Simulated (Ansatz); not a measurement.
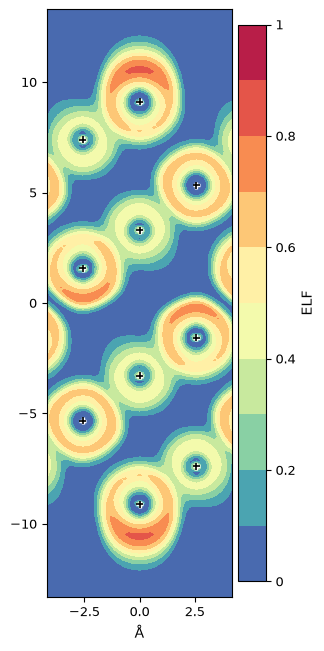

The ELF on a plane through atoms (crosses mark nuclei in the plane).

Computed with DFT PBE, scalar-relativistic, plane waves, PAW in Ansatz.

Candidates:
A. ZnCuSnS4 (distorted or defective cell), a = 5.47 Å, b = 5.47 Å, c = 6.69 Å, α = 114.12°, β = 114.12°, γ = 90.00°. Computed without spin polarisation.
B. TiPbO3, a = 3.84 Å, b = 3.84 Å, c = 4.78 Å, α = 90.00°, β = 90.00°, γ = 90.00°. Space group P4mm; computed without spin polarisation.
C. Bi2Te3 (slab), a = 4.45 Å, b = 4.45 Å, c = 33.23 Å, α = 90.00°, β = 90.00°, γ = 120.00°. 

### Which candidate gave the map?

Candidate C: Bi2Te3 on the (110) plane of the calculation cell, a cut from vacuum to vacuum, which holds Te and Bi. Bi–Te (3.08 Å): the ELF peaks at about 0.65 in the valence shell of Te, 1.3 Å from its nucleus, and drops to about 0.35 between the two atoms. Bi–Te (3.29 Å): the ELF peaks at about 0.65 in the valence shell of Te, 1.3 Å from its nucleus, and drops to about 0.30 between the two atoms.
